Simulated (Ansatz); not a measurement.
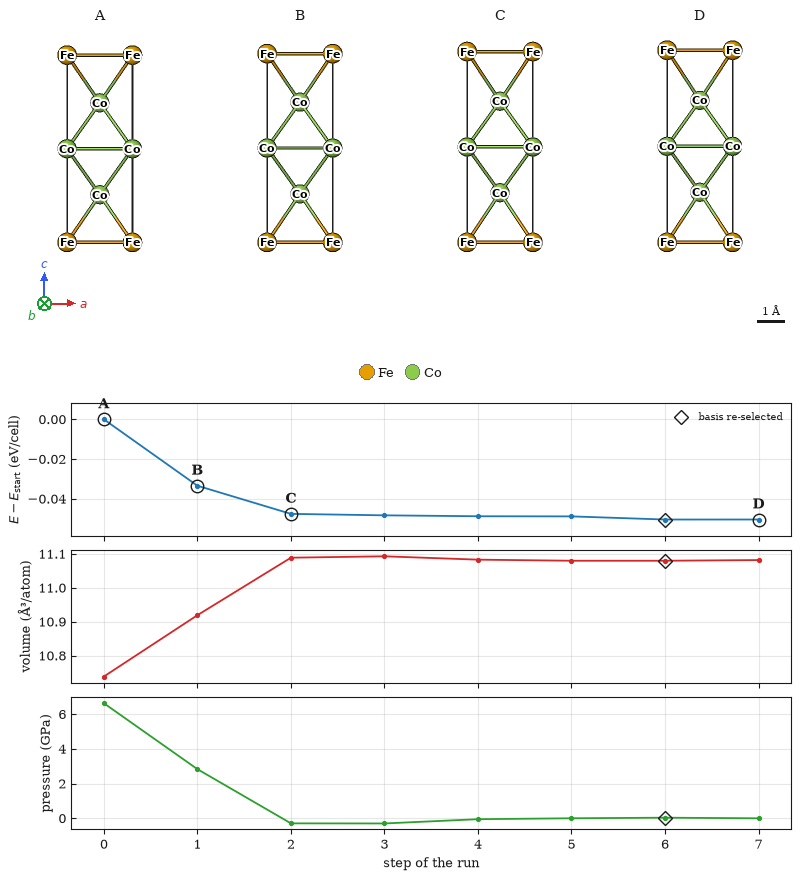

Frames of a relaxation of a crystal of FeCo3 (set up in P4/mmm), marked on the history of the run. Style: ball-and-stick. Shown: the cell of the calculation, along the b axis.

Case: dispersion relaxed: r2SCAN, none.

Level of theory: Ansatz 0.2.0, DFT r2SCAN, scalar-relativistic, plane waves, PAW. Set-up: plane-wave cutoff 500 eV; k-point mesh 16 × 16 × 6; occupations gaussian; smearing width 0.1 eV; collinear spin; cell and atoms relaxed; force threshold 0.01 eV/Å; at most 60 steps.

What happens along the run?

Answer. The run was cut off at its time limit before the program reported convergence, but its last step already meets the force threshold: the largest component is under 0.0001 eV/Å against 0.01 eV/Å. The pressure is within 0.01 GPa of its target. The largest moves relative to the cell, 0.046 Å, are those of Co atoms. Fe stays in place. The volume changes by +3.2 %, with a = b 2.466 → 2.473 Å (+0.3 %), c 7.063 → 7.250 Å (+2.6 %). Among the contacts that change: Co–Fe 2.505 → 2.576 Å, Fe–Fe 2.466 → 2.473 Å, Co–Co 2.466 → 2.473 Å. The space group stays P4/mmm (No. 123). The energy falls by 50.4 meV per cell of the calculation in 6 accepted moves (7 points after the start). The largest force component goes from 0.44 to under 0.0001 eV/Å. The pressure goes from 6.63 to 0.00 GPa. At 1 point the geometry stayed and the basis and grid were re-selected for the new cell (energy shift of 1.6 meV per cell of the calculation at most each time). Cost: 35 min on 1 thread of Intel(R) Xeon(R) Processor @ 2.50GHz (Skylake/Cascade Lake), with other jobs on the host, peak memory 1.3 GiB. From step 0 to 1: Co atoms move most (0.02 Å), volume +1.7 %, energy −33.4 meV per cell of the calculation. From step 1 to 2: Co atoms move most (0.02 Å), volume +1.6 %, energy −14.2 meV per cell of the calculation. From step 2 to 7: energy −2.8 meV per cell of the calculation.
